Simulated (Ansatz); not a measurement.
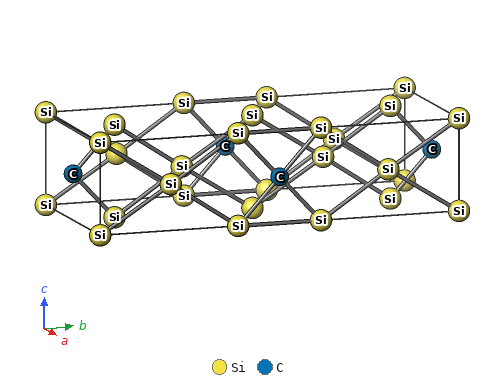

A ball-and-stick picture of a crystal structure, seen slightly off an axis. The edges of the conventional unit cell are marked. Cell: a = 4.95 Å, b = 11.41 Å, c = 2.83 Å, α = 90.00°, β = 90.00°, γ = 90.00°.

Starting structure: a structure type filled with these elements by a generator (whether the compound takes this form wasn't checked). Earlier steps of the study, as a rule a relaxation of our own, may have changed the cell and positions, so they can lie some per cent off the listed ones. It was the input of a calculation with Ansatz.

Q: Notes on the structure:

A: The structure is one of Si5C. It belongs to space group Cmmm (No. 65) and has a base-centred orthorhombic lattice. Atoms per cell: 12 (10 Si, 2 C). The numbers of neighbours within bonding distance are Si 4 to 5 (mean 4.4) and C 4.

Theory: DFT PBE, scalar-relativistic, plane waves, PAW (Ansatz 0.2.0). Numerical settings: a 420 eV plane-wave basis, k-points about 0.17 Å⁻¹ apart, Gaussian smearing of 0.1 eV, no spin polarisation.

Q: Is the electronic structure metallic or gapped?

A: A metal: bands cross the Fermi level.

Q: How charged are the atoms, by the Bader scheme?

A: Si -0.03 to +1.16 e; C -2.43 e.

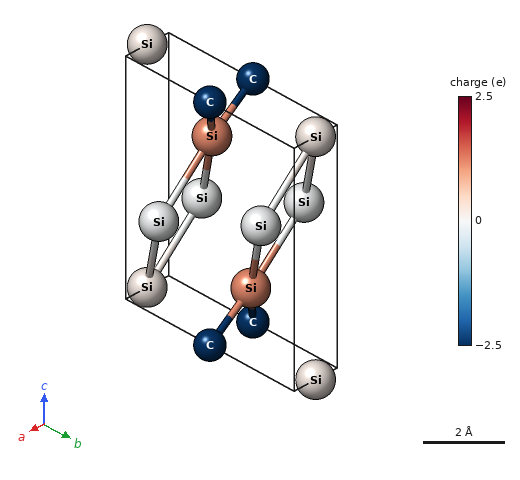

The atoms coloured by those charges. The run's cell of 6 atoms is drawn in a reduced setting, so axes and origin can differ from the first picture.

Q: Is this an equilibrium geometry for the method given?

A: Yes. All forces vanish to within 0.01 eV/Å. The pressure is 0.0 GPa, close to zero.
